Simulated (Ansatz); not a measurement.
**Bands, cutoff and cost in G0W0 for WS2 (layers cut from the bulk crystal)**

Wanted: a G0W0 gap for WS2 (layers cut from the bulk crystal) that is converged in bands and cutoff, or an estimate of the limit.

Calculated with Ansatz 0.2.0; G0W0 on PBE, plane waves, PAW; PAW set soft_1.

### Step 1. The structure

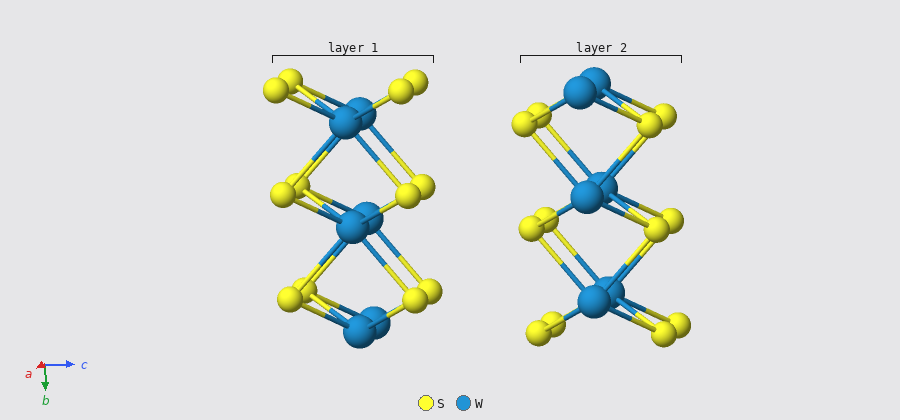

The cell as given, from the side, with the c axis across the page (sulfur yellow, tungsten blue). 2×3×1 cells are drawn.

The cell holds 6 atoms: 4 S and 2 W. Cell: a = 3.157 Å, b = 3.157 Å, c = 41.700 Å, α = 90.0°, β = 90.0°, γ = 120.0°. It derives from WS2. Regions: layer 1, 3 atoms (2 S and 1 W); layer 2, 3 atoms (2 S and 1 W). Vacuum lies along c.

The structure was relaxed with PBE-D3(BJ). The runs that relaxed it are not among those shown. Spin-orbit coupling is left out unless a step names it. The Coulomb interaction is cut off across the vacuum.

### Step 2. 191 empty bands, screening to 38 eV

Now the one-shot GW correction: screening in the RPA, then the self-energy of the levels asked for. This step takes PAW set soft_1 files.

The input, input.yaml:

```yaml
crystal:
  lattice:
    - [3.1571023011, 0.0, 0.0]
    - [-1.5785511505, 2.7341307951, 0.0]
    - [0.0, 0.0, 41.7]
  atoms:
    - { symbol: S, position: [0.6666666667, 0.3333333333, 0.3892577191] }
    - { symbol: W, position: [0.3333333333, 0.6666666667, 0.4270625379] }
    - { symbol: S, position: [0.6666666667, 0.3333333333, 0.4648236041] }
    - { symbol: S, position: [0.3333333333, 0.6666666667, 0.5351763959] }
    - { symbol: W, position: [0.6666666667, 0.3333333333, 0.5729374621] }
    - { symbol: S, position: [0.3333333333, 0.6666666667, 0.6107422809] }
  periodic: [true, true, false]
kpoints:
  mp_grid: { grid: [9, 9, 1] }
hamiltonian:
  xc: pbe
  pseudopotentials: { kind: paw, azcp: { folder: soft_1 } }
scf:
  occupations: { method: fixed }
gw:
  n_empty_bands: 191
  ecut_chi: 38
  qp_bands: [v2, c2]
  qp_kpoints: band_edges
  screening: { model: contour_deformation }
```

Run with:

```bash
$ ansatz run input.yaml --threads 2 --pin off --max-ram 73728MiB --backend cuda --events-out ev --progress --plain --runs-dir out --devices 1 --max-vram 13GiB
```

Numbers of over 12 decimals in the logs are rounded to 6 here.

Log:

```text
GPUs: using 1 of 1 available (devices: 1).
Engine: ansatz 0.2.0, x86_64-unknown-linux-gnu
Pseudopotentials: kind: paw
Pseudopotential: S, paw, valence charge 6, recommended cutoff 420 eV (normal), soft_1/S.paw.azcp
Pseudopotential: W, paw, valence charge 14, recommended cutoff 420 eV (normal), soft_1/W.paw.azcp
Functional definition: PBE
  parameter kappa = 0.804
  parameter beta = 0.066725
  exchange = pbe_x(kappa = kappa, mu = beta*pi^2/3)
  correlation = pbe_c(beta = beta)
device memory: the entry about to start is reckoned to put 2.4 GiB on a device that reports 42.1 GiB free (of which the cap on the GPU budget leaves the run 13.0 GiB)
GPU FFT provider: cuFFT
GPU libraries: cuBLAS 13.8.2, cuFFT 12.4.0, cuSOLVER 12.3.4
Crystal: 6 atoms, lattice volume = 359.952 Å³
Basis set: ecut = 420 eV, 6919 PW (Γ)
Bands: 32, of which v1, the nominal top of the filled ones, is band 26 counted from 1 (25 counted from 0)
Symmetry: 12 space group operations
Space group: P-3m1 (ITA 164), of the structure as read, at distance tolerance 7.1e-5 Å
k-points: 12 of 81
Non-local potential: S, projectors of the file, l = 0: 2, l = 1: 2, l = 2: 1
Non-local potential: W, projectors of the file, l = 0: 3, l = 1: 2, l = 2: 2, l = 3: 1
PAW form: soft (Blöchl's): semilocal exchange-correlation on the pseudo side does not see the compensation charge
PAW one-centre angular grid: S, 110 points (default); XC on 64 Gauss nodes
PAW one-centre angular grid: W, 590 points (default); XC on 64 Gauss nodes
Initial density: superposition of atomic densities (neutral atoms: chi_scale 0, normalization atom)
Initial wavefunctions: pseudopotential atomic-orbital guess
GPU buffer pool allocated for 165888 grid points (all kernels)
GPU transforms: local potential and band sums: pruned to the plane-wave sphere, on 24×24×288
Functional: x = pbe(κ = 0.804, μ = 0.219515), c = pbe(β = 0.066725)
SCF iter   1: F=—  HF=-24385.790705 eV  |F-HF|=—  |Δ(HF+E_count)|=         —  Δρ=2.55e-2  dr2=2.64e0  ethr=3.10e-3  ⟨swp⟩=7.4  Hψ=2429  notcnv=0  defer=31
preconditioner: auto → Resta (q_TF=auto, 1.976 Å⁻¹)  ε∞=2.8  [insulator: Δε(μ)=1.443 eV  Ē_g=8.746 eV  n_scr=26 (ndim 8)  ℏωp=11.7 eV  f_vac=0.687  ε∞_Penn≈2.8  vacuum switching on, ρ_ref=5.5e-3 e/Å³]
SCF iter   2: F=—  HF=-24385.092309 eV  |F-HF|=—  |Δ(HF+E_count)|=   6.98e-1  Δρ=1.08e-2  dr2=6.36e-1  ethr=3.10e-3  ⟨swp⟩=3.8  Hψ=1000  notcnv=0  defer=36
SCF iter   3: F=—  HF=-24385.013188 eV  |F-HF|=—  |Δ(HF+E_count)|=   7.91e-2  Δρ=6.49e-3  dr2=2.06e-1  ethr=1.22e-3  ⟨swp⟩=3.8  Hψ=761  notcnv=0  defer=43
SCF iter   4: F=—  HF=-24384.980799 eV  |F-HF|=—  |Δ(HF+E_count)|=   3.24e-2  Δρ=1.85e-3  dr2=8.51e-3  ethr=3.97e-4  ⟨swp⟩=3.8  Hψ=865  notcnv=0  defer=45
SCF iter   5: F=—  HF=-24384.981757 eV  |F-HF|=—  |Δ(HF+E_count)|=   9.58e-4  Δρ=4.11e-4  dr2=1.24e-3  ethr=1.64e-5  ⟨swp⟩=3.8  Hψ=939  notcnv=0  defer=48
SCF iter   6: F=—  HF=-24384.981704 eV  |F-HF|=—  |Δ(HF+E_count)|=   5.25e-5  Δρ=1.06e-4  dr2=1.64e-4  ethr=2.38e-6  ⟨swp⟩=3.5  Hψ=873  notcnv=0  defer=48
SCF iter   7: F=—  HF=-24384.981741 eV  |F-HF|=—  |Δ(HF+E_count)|=   3.73e-5  Δρ=1.13e-4  dr2=4.11e-4  ethr=3.16e-7  ⟨swp⟩=3.5  Hψ=824  notcnv=0  defer=47  recentre
SCF iter   8: F=—  HF=-24384.981702 eV  |F-HF|=—  |Δ(HF+E_count)|=   3.96e-5  Δρ=4.84e-5  dr2=2.77e-5  ethr=3.16e-7  ⟨swp⟩=2.7  Hψ=539  notcnv=0  defer=47
SCF iter   9: F=—  HF=-24384.981702 eV  |F-HF|=—  |Δ(HF+E_count)|=   5.91e-7  Δρ=1.16e-5  dr2=3.41e-6  ethr=5.32e-8  ⟨swp⟩=3.6  Hψ=797  notcnv=0  defer=44
SCF iter  10: F=—  HF=-24384.981702 eV  |F-HF|=—  |Δ(HF+E_count)|=   1.58e-7  Δρ=5.04e-6  dr2=3.79e-7  ethr=6.56e-9  ⟨swp⟩=2.8  Hψ=714  notcnv=0  defer=44
SCF iter  11: F=-24384.981702 eV  HF=-24384.981702 eV  |F-HF|=2.58e-8  |Δ(HF+E_count)|=   2.86e-8  Δρ=1.53e-6  dr2=2.90e-8  ethr=1.92e-10  ⟨swp⟩=13.9  Hψ=2135  notcnv=0
SCF 1 converged in 11 iterations: F = -24384.981702 eV  dr2 = 2.90e-8
  greatest PAW one-centre occupation: 0.999 electrons in one spin orbital (limit 2), on the W atom at site 4 (counted from 0), in its partial waves of l = 0
device memory: the entry about to start is reckoned to put 2.6 GiB (of the 2.8 GiB reckoned in all, the device holds 0.2 GiB already) on a device that reports 43.0 GiB free (of which the cap on the GPU budget leaves the run 12.8 GiB)
NSCF: frozen V_eff on 12 k-points, pencils in batches of 32, up to order 128
the band table was solved once the SCF had ended and its energy, with any forces and stress, was formed, with the checks that follow a solve (2376 applications of the Hamiltonian). They found nothing against the state; the energy, forces and stress were not computed again (output.eigenvalues in the input reference)
device memory: the entry about to start is reckoned to put 3.2 GiB on a device that reports 43.7 GiB free (of which the cap on the GPU budget leaves the run 13.0 GiB)
NSCF: frozen V_eff on 12 k-points
G₀W₀ screening: q 1/12
[... further progress lines ...]
device memory: the entry about to start is reckoned to put 1.2 GiB on a device that reports 49.6 GiB free (of which the cap on the GPU budget leaves the run 13.0 GiB)
NSCF: frozen V_eff on 1 k-points
SCF converged after 11 iterations
Free energy (F): -24384.981702 eV
Harris-Foulkes:  -24384.981702 eV  (|F-HF|=2.58e-8)
Internal energy: -24384.981702 eV  (E = F + TS)
E sigma→0 (E₀):  -24384.981702 eV
Fermi energy:    -5.266277 eV
--- Per-component energies (eV) ---
  E_band       = -1244.909707
  E_kinetic    = 1269.300381
  E_local      = -191946.142274  (includes V_loc(G=0)·N_el)
  E_nonlocal   = 87.687239
  E_hartree    = 95251.067266
  E_xc         = -892.229234
  E_vxc        = -795.319534  (∫ρ·V_xc dr)
  E_paw        = -19589.425896  (= ΣΔE_a)
  E_vpaw       = -362.554035  (= ΣTr[D̂ρ^β])
  E_aug_tail   = 0.000309  (compensation charges beyond the density's cutoff)
  E_ewald      = 91434.760507
  E_smearing   = -0.000000  (= −TS)
  E_closure    = 0.000000  (closes the sum)
  Σ components = -24384.981702   (vs F -24384.981702, Δ=0.00e0)
--- Band table (eV; the first three rows and the last of 12) ---
  k-point 0: bands = [... 22 lower, -7.2440, -7.2440, -6.0147, -5.2663, -2.7681, -2.7681, -2.7502, -2.7502, ... 2 higher]
  k-point 1: bands = [... 22 lower, -7.2043, -6.8469, -6.0607, -5.5699, -3.0839, -2.9688, -2.8912, -2.8677, ... 2 higher]
  k-point 2: bands = [... 22 lower, -7.4625, -7.0667, -6.4532, -6.3817, -3.5728, -3.1523, -3.1464, -3.0071, ... 2 higher]
  k-point 11: bands = [... 22 lower, -8.0860, -8.0860, -5.7589, -5.6388, -3.7598, -3.7598, -2.7652, -2.0899, ... 2 higher]
--- G₀W₀: contour deformation, 7 samples at zero and on the imaginary axis and 2 off it, 81 q-points, 191 empty bands' worth ---
  eigenvalues of the whole cell's RPA ε∞ on this k-mesh (on a slab, of 1 + 4πα/V) = 1.2414, 4.7738, 4.7738; static W/v taken at q = 0 is 0.383788
  bands read: the sum over 217 bands ends inside a degenerate multiplet in 1 slot, whose members it reads at an even weight; the widest, k=11: bands 217 to 218 (counted from 1) at 1/2 each
  gw.qp_kpoints: band_edges: 9 of 12 stored k-points solved, in 1 pass; an edge of the gap read off the rows below is read off those points alone
    valence top: of the k-points left out ik 8 came nearest to being solved in a further pass, in band 26 (counted from 1, as in the quasiparticle table): it holds the edge there only if its correction is more favourable than any solved in that band by at least 0.944 eV; those differ by 0.103 eV
    conduction bottom: of the k-points left out ik 3 came nearest to being solved in a further pass, in band 27 (counted from 1, as in the quasiparticle table): it holds the edge there only if its correction is more favourable than any solved in that band by at least 0.545 eV; those differ by 0.198 eV
    ik  band        ε_KS         Σx   Σc(E_QP)       V_xc       Z   E_QP_lin       E_QP  E_QP is
     0    25     -6.0147   -18.2272     1.3353   -17.0117  0.7518    -5.8951    -5.8949  root
     0    26     -5.2663   -19.1057     1.1098   -18.2602  0.7584    -5.0029    -5.0020  root
     0    27     -2.7681   -13.7990    -3.5673   -18.3712  0.7555    -1.7373    -1.7632  root
     0    28     -2.7681   -13.7990    -3.5673   -18.3712  0.7555    -1.7373    -1.7632  root
     1    25     -6.0607   -18.5578     1.3889   -17.3122  0.7513    -5.9178    -5.9175  root
     1    26     -5.5699   -19.1536     1.2526   -18.1476  0.7566    -5.3242    -5.3233  root
     1    27     -3.0839   -13.4266    -3.3696   -17.6938  0.7525    -2.1654    -2.1864  root
     1    28     -2.9688   -13.4593    -3.4433   -17.8270  0.7520    -2.0213    -2.0443  root
     2    25     -6.4532   -18.9719     1.5803   -17.5553  0.7476    -6.2901    -6.2896  root
     2    26     -6.3817   -19.0508     1.5620   -17.6679  0.7493    -6.2032    -6.2026  root
     2    27     -3.5728   -13.0899    -3.3134   -17.2228  0.7603    -2.7386    -2.7533  root
     2    28     -3.1523   -13.3718    -3.4402   -17.6844  0.7543    -2.2604    -2.2800  root
     5    25     -6.2680   -19.0531     1.5169   -17.7070  0.7490    -6.0977    -6.0972  root
     5    26     -6.1219   -19.1858     1.4662   -17.9287  0.7519    -5.9134    -5.9127  root
     5    27     -3.6035   -13.1533    -3.2091   -17.1930  0.7603    -2.7580    -2.7729  root
     5    28     -3.2472   -13.4693    -3.3626   -17.7281  0.7551    -2.3312    -2.3510  root
     6    25     -6.6448   -19.3767     1.7307   -17.8247  0.7459    -6.4668    -6.4661  root
     6    26     -6.6009   -19.4243     1.7022   -17.9059  0.7462    -6.4177    -6.4170  root
     6    27     -3.8154   -13.2893    -3.2204   -17.3238  0.7626    -2.9880    -3.0015  root
     6    28     -3.3867   -13.7680    -3.4018   -18.0657  0.7562    -2.4717    -2.4909  root
     7    25     -6.5371   -18.8797     1.7679   -17.2499  0.7512    -6.3994    -6.3991  root
     7    26     -6.4611   -19.0727     1.7083   -17.5264  0.7514    -6.2996    -6.2991  root
     7    27     -3.3382   -14.1765    -3.5160   -18.5670  0.7559    -2.4457    -2.4637  root
     7    28     -2.9892   -14.7871    -3.6298   -19.3510  0.7489    -2.0305    -2.0550  root
[...]
10    25     -6.1363   -18.6454     1.2476   -17.5886  0.7548    -5.9461    -5.9455  root
    10    26     -6.0208   -18.9098     1.2131   -17.9209  0.7555    -5.7973    -5.7966  root
    10    27     -3.3293   -15.5496    -3.3577   -19.8371  0.7529    -2.3789    -2.3994  root
    10    28     -3.2173   -15.8269    -3.3979   -20.1847  0.7512    -2.2341    -2.2573  root
    11    25     -5.7589   -18.6475     0.9285   -17.9457  0.7580    -5.5329    -5.5322  root
    11    26     -5.6388   -18.9187     0.8933   -18.2900  0.7583    -5.3751    -5.3742  root
    11    27     -3.7598   -15.8446    -3.1142   -19.9125  0.7591    -2.7874    -2.8061  root
    11    28     -3.7598   -15.8446    -3.1142   -19.9125  0.7591    -2.7874    -2.8061  root
```

Wall time 23 s (1 × NVIDIA H100 80GB HBM3 (shared by 6 runs) with 2 threads of AMD EPYC 7R13 (Zen 3), shared host); peak memory 1.6 GiB; 31 s of CPU time.

Reading the cycles: dr2 is the Hartree energy of the density residual (eV), the measure of convergence; HF is the Harris–Foulkes estimate of the energy, which meets the free energy F at convergence.

This step gave:

```
bands summed                                 : 217
plane waves in the screening matrix          : 215
q-points in the mesh                         : 81
G0W0 gap on the mesh                         : 2.000 eV
k of the valence top                         : 0, 0, 0
k of the conduction bottom                   : 0.1111, 0.2222, 0
starting gap on the mesh                     : 1.451 eV
Z at the valence top                         : 0.7584
Z at the conduction bottom                   : 0.7626
least direct G0W0 gap on the computed points : 2.568 eV
```

The gap on the mesh goes from 1.45 eV to 2.00 eV, a correction of +0.55 eV. Between the two edge states, bare exchange in place of the xc potential would open the gap by 4.88 eV, and correlation takes back 4.33 eV.

### Step 3. 478 empty bands, screening to 70 eV

Bands and screening cutoff are moved together, since each hides the error of the other.

input.yaml, as its differences from that of step 2:

```diff
@@ -20,5 +20,6 @@
   occupations: { method: fixed }
+  convergence: { dr2_threshold: 1.0e-10 }
 gw:
-  n_empty_bands: 191
-  ecut_chi: 38
+  n_empty_bands: 478
+  ecut_chi: 70.0
   qp_bands: [v2, c2]
```

Log:

```text
GPUs: using 1 of 1 available (devices: 1).
[...]
GPU FFT provider: cuFFT
GPU libraries: cuBLAS 13.8.2, cuFFT 12.4.0, cuSOLVER 12.3.4
Crystal: 6 atoms, lattice volume = 359.952 Å³
Basis set: ecut = 420 eV, 6919 PW (Γ)
Bands: 32, of which v1, the nominal top of the filled ones, is band 26 counted from 1 (25 counted from 0)
[... 1 set-up line as in the run before ...]
[...]
k-points: 12 of 81
[...]
GPU buffer pool allocated for 165888 grid points (all kernels)
[...]
SCF iter   1: F=—  HF=-24385.790705 eV  |F-HF|=—  |Δ(HF+E_count)|=         —  Δρ=2.55e-2  dr2=2.64e0  ethr=3.10e-3  ⟨swp⟩=7.4  Hψ=2429  notcnv=0  defer=31
[...]
SCF iter  14: F=-24384.981702 eV  HF=-24384.981702 eV  |F-HF|=2.04e-10  |Δ(HF+E_count)|=  6.55e-11  Δρ=2.40e-8  dr2=3.23e-12  ethr=1.00e-12  ⟨swp⟩=12.9  Hψ=2086  notcnv=0
SCF 1 converged in 14 iterations: F = -24384.981702 eV  dr2 = 3.23e-12
[...]
NSCF: frozen V_eff on 12 k-points, pencils in batches of 32, up to order 128
[...]
NSCF: frozen V_eff on 12 k-points
G₀W₀ screening: q 1/12
[... further progress lines ...]
[...]
SCF converged after 14 iterations
Free energy (F): -24384.981702 eV
[...]
Internal energy: -24384.981702 eV  (E = F + TS)
E sigma→0 (E₀):  -24384.981702 eV
Fermi energy:    -5.266244 eV
[...]
--- Band table (eV; the first three rows and the last of 12) ---
  k-point 0: bands = [... 22 lower, -7.2440, -7.2440, -6.0147, -5.2662, -2.7681, -2.7681, -2.7502, -2.7502, ... 2 higher]
  k-point 1: bands = [... 22 lower, -7.2043, -6.8469, -6.0607, -5.5699, -3.0839, -2.9688, -2.8912, -2.8677, ... 2 higher]
  k-point 2: bands = [... 22 lower, -7.4625, -7.0667, -6.4532, -6.3817, -3.5728, -3.1523, -3.1464, -3.0071, ... 2 higher]
  k-point 11: bands = [... 22 lower, -8.0860, -8.0860, -5.7589, -5.6388, -3.7598, -3.7598, -2.7651, -2.0899, ... 2 higher]
[...]
0    25     -6.0147   -18.2272     1.0452   -17.0117  0.7451    -6.1855    -6.1850  root
     0    26     -5.2662   -19.1057     0.7730   -18.2602  0.7503    -5.3387    -5.3386  root
     0    27     -2.7681   -13.7989    -3.9036   -18.3712  0.7476    -2.0891    -2.0995  root
     0    28     -2.7681   -13.7989    -3.9036   -18.3712  0.7476    -2.0891    -2.0995  root
     1    25     -6.0607   -18.5579     1.0904   -17.3122  0.7443    -6.2164    -6.2160  root
     1    26     -5.5699   -19.1536     0.9218   -18.1476  0.7486    -5.6541    -5.6540  root
     1    27     -3.0839   -13.4266    -3.6886   -17.6938  0.7443    -2.4976    -2.5053  root
     1    28     -2.9688   -13.4593    -3.7605   -17.8271  0.7441    -2.3527    -2.3615  root
[...]
11    25     -5.7589   -18.6476     0.6023   -17.9458  0.7510    -5.8585    -5.8583  root
    11    26     -5.6388   -18.9187     0.5571   -18.2900  0.7510    -5.7104    -5.7104  root
    11    27     -3.7598   -15.8446    -3.4748   -19.9125  0.7512    -3.1603    -3.1667  root
    11    28     -3.7598   -15.8446    -3.4748   -19.9125  0.7512    -3.1603    -3.1667  root
```

Elapsed: 58 s, on 1 × NVIDIA H100 80GB HBM3 (shared by 6 runs) with 2 threads; peak memory 2.4 GiB; 92 s of CPU time.

This step gave:

```
bands summed                                 : 504
plane waves in the screening matrix          : 477
q-points in the mesh                         : 81
G0W0 gap on the mesh                         : 2.042 eV
k of the valence top                         : 0, 0, 0
k of the conduction bottom                   : 0.1111, 0.2222, 0
starting gap on the mesh                     : 1.451 eV
Z at the valence top                         : 0.7503
Z at the conduction bottom                   : 0.7557
least direct G0W0 gap on the computed points : 2.544 eV
```

Against the run with 9×9×1 mesh, 191 empty bands, screening to 38 eV, PAW set soft_1 files, the gap moves by +0.04 eV.

### Step 4. Convergence and cost

Times are wall times on 1 × NVIDIA H100 80GB HBM3 (shared by 6 runs) with 2 threads of AMD EPYC 7R13 (Zen 3), shared host, good to a factor of about two.

| mesh | files | frequency | bands summed | cutoff (eV) | start (eV) | G0W0 (eV) | time | host memory (GiB) |
| --- | --- | --- | --- | --- | --- | --- | --- | --- |
| 9×9×1 | PAW set soft_1 | contour deformation | 217 | 38 | 1.451 | 2.000 | 23 s | 1.6 |
| 9×9×1 | PAW set soft_1 | contour deformation | 504 | 70 | 1.451 | 2.042 | 58 s | 2.4 |

How the two edges are built up, in eV (the quasiparticle level is the starting level plus Σx plus Σc less Vxc):

| run | edge | start | Σx | Σc | Vxc | Z | QP |
| --- | --- | --- | --- | --- | --- | --- | --- |
| 217 bands | valence top | -5.27 | -19.11 | 1.11 | -18.26 | 0.76 | -5.00 |
| 217 bands | conduction bottom | -3.82 | -13.29 | -3.22 | -17.32 | 0.76 | -3.00 |
| 504 bands | valence top | -5.27 | -19.11 | 0.77 | -18.26 | 0.75 | -5.34 |
| 504 bands | conduction bottom | -3.82 | -13.29 | -3.52 | -17.32 | 0.76 | -3.30 |

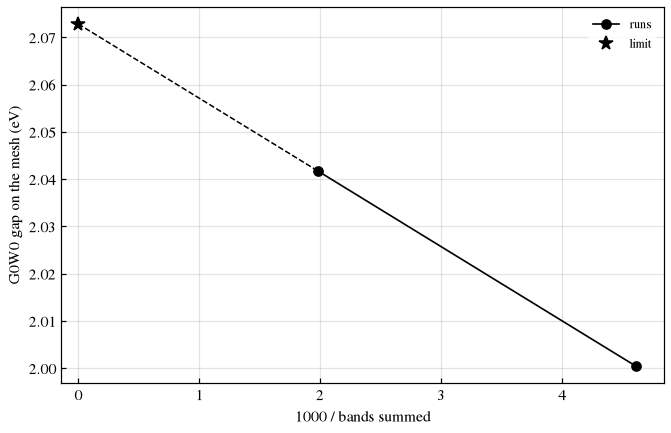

The gap against one over the number of bands; the dashed line carries the two highest rungs to the limit.

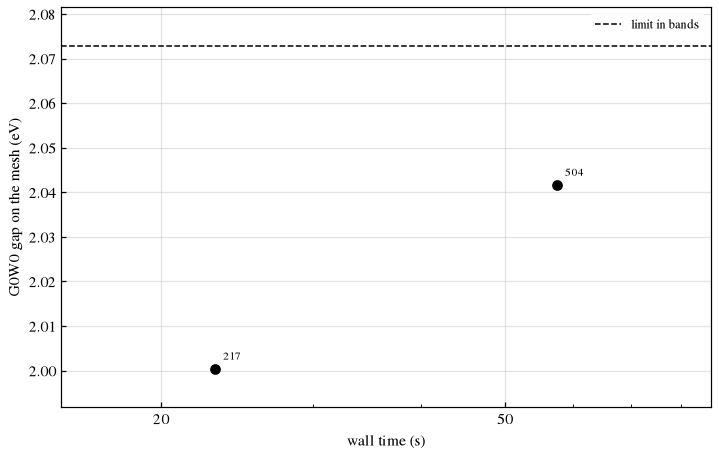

Result against wall time.

### Step 5. Outcome

| Quantity | Value |
| --- | --- |
| 217 bands, 38 eV | 2.000 eV |
| 504 bands, 70 eV | 2.042 eV |
| estimated limit in bands and cutoff | 2.07 eV |
| mesh and start | 9×9×1, PBE |

A line in one over the bands through the two rungs gives 2.07 eV, +0.03 eV from the top rung; with two points alone it is an unchecked estimate. The rungs stand 0.07 eV (217 bands) and 0.03 eV (504 bands) from it. From 217 to 504 bands the gap moves by +0.04 eV while the time grows 2.5-fold. Σc changes by −0.34 eV at the valence top and −0.30 eV at the conduction bottom, so the levels themselves move more than the gap between them. The 9×9×1 mesh misses a band edge: over a band path and its finer mesh (run apart) the PBE gap is 1.35 eV, so the G0W0 gap over the zone may lie about 0.10 eV below its value on the mesh. The mesh in the plane is coarse for a sheet; gap and any exciton binding can still move on denser ones. The many-body steps are scalar-relativistic: spin-orbit coupling is not in them.

[Paths, hosts, dates, memory and timing lines, banners, echoed tables and standing remarks are left out of the program output.]

[Logs are printed without paths, hosts, clocks, repeated set-up lines and the standing remarks that a program may print on its own settings, such as how far it seeks lower states.]

[Runs of the session that timed out or met a known fault of the program may be left out.]

[Cells called generated may have been cut or substituted from an entry of the Crystallography Open Database or the Materials Project.]

[Hosts, paths, dates, database ids (printed as entryN), source tags and the programs' standing remarks are cut or masked in the printed files.]
